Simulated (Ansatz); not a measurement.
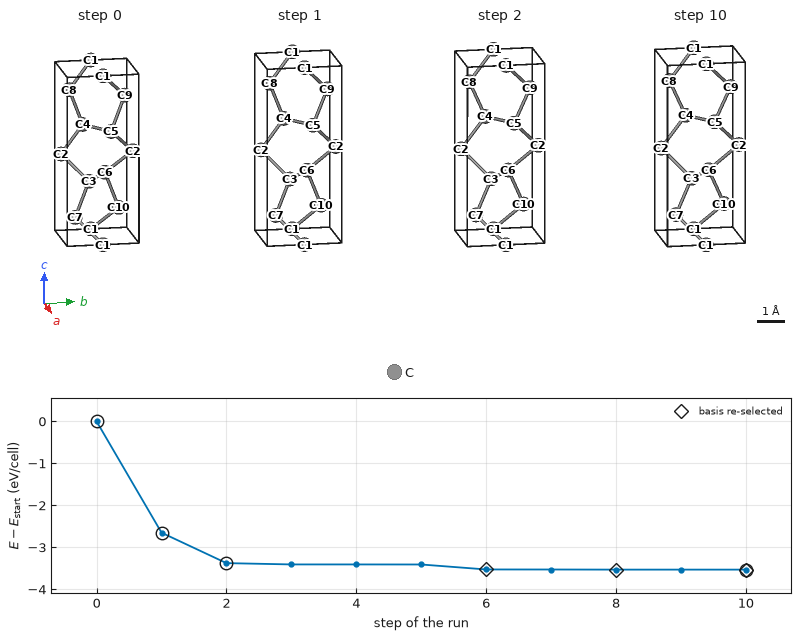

Frames of a relaxation of crystalline C (a generated structure, set up in Pnnn) (coarse preliminary run), marked on the history of the run. Style: ball-and-stick. Shown: the cell of the calculation, slightly off an axis.

The calculation used DFT PBE, scalar-relativistic, plane waves, PAW in Ansatz 0.2.0.

The input:
```yaml
crystal:
  lattice:
    - [2.54223885, 0.0, 0.0]
    - [0.0, 2.79659469, 0.0]
    - [0.0, 0.0, 6.66855854]
  atoms:
    - { symbol: C, position: [0.0, 0.5, 0.0] }
    - { symbol: C, position: [0.5, 0.0, 0.5] }
    - { symbol: C, position: [0.75448572, 0.34510353, 0.35547851] }
    - { symbol: C, position: [0.24551428, 0.34510353, 0.64452149] }
    - { symbol: C, position: [0.75448572, 0.65489647, 0.64452149] }
    - { symbol: C, position: [0.24551428, 0.65489647, 0.35547851] }
    - { symbol: C, position: [0.74551428, 0.15489647, 0.14452149] }
    - { symbol: C, position: [0.25448572, 0.15489647, 0.85547851] }
    - { symbol: C, position: [0.74551428, 0.84510353, 0.85547851] }
    - { symbol: C, position: [0.25448572, 0.84510353, 0.14452149] }
basis:
  ecutwfc: 420
kpoints:
  mp_grid: { grid: [6, 6, 4] }
hamiltonian:
  xc: pbe
scf:
  occupations: { method: gaussian, width: 0.1 }
  lower_state_search: "off"
output:
  forces: true
  stress: true
  eigenvalues: true
relax:
  adjacent_minimum: "off"
  f_tol: 0.04
  max_steps: 70
  cell: { stress_tol: 0.4 }
```

Command:
```bash
ansatz run input.yaml --threads 1 --pin off --max-ram 2560MiB --backend cpu --events-out ev --progress --plain --runs-dir out
```

Describe the path.

After 7 accepted moves (10 points after the start) the energy has fallen by 3.528 eV per cell of the calculation. Largest force component: 3 eV/Å at the start, 0.00053 eV/Å at the end. Pressure: 86.62 GPa at the start and 0.00 GPa at the end. At 3 points the geometry stayed and the basis and grid were re-selected for the new cell (energy shift of 0.118 eV per cell of the calculation at most each time). The largest moves relative to the cell, 0.083 Å, are those of 8 atoms (C3, C4, C5, C6 and others). C9 goes roughly along [2 1 −1]. Cell: a 2.542 → 2.591 Å (+1.9 %), b 2.797 → 3.031 Å (+8.4 %), c 6.669 → 7.150 Å (+7.2 %). Volume +18.4 %. Near-neighbour distances that change, for instance: C1–C10 1.510 → 1.646 Å, C3–C6 1.519 → 1.642 Å, C3–C6 (another image) 1.557 → 1.514 Å, C3–C7 1.504 → 1.515 Å. Among the angles between lasting bonds that change: C3–C2–C5 129.2° → 136.6°, C5–C4–C8 100.6° → 106.5°, C2–C4–C5 90.0° → 95.0°. The space group stays Pnnn (No. 48). From step 0 to 1: C atoms move most (0.04 Å), volume +8.7 %, energy −2.648 eV per cell of the calculation. From step 1 to 2: C atoms move most (0.04 Å), volume +7.1 %, energy −0.725 eV per cell of the calculation. From step 2 to 10: volume +1.7 %, energy −0.155 eV per cell of the calculation.

```
step  E − E(0), meV/atom  largest force component, eV/Å  pressure, GPa  volume, Å³/atom                      note
   0                0.00                         3.0242          86.62            4.741                          
   1             -264.85                         1.4906          32.99            5.156                          
   2             -337.37                         0.4344           2.79            5.522                          
   3             -340.47                         0.0447          -0.07            5.574                          
   4             -340.48                         0.0570           0.30            5.575                          
   5             -340.61                         0.0032           0.03            5.575                          
   6             -352.43                         0.0131           2.83            5.575  same geometry, new basis
   7             -352.55                         0.0039           0.20            5.612                          
   8             -352.83                         0.0041           0.22            5.612  same geometry, new basis
   9             -352.81                         0.0005           0.00            5.615                          
  10             -352.83                         0.0005           0.00            5.615  same geometry, new basis
```
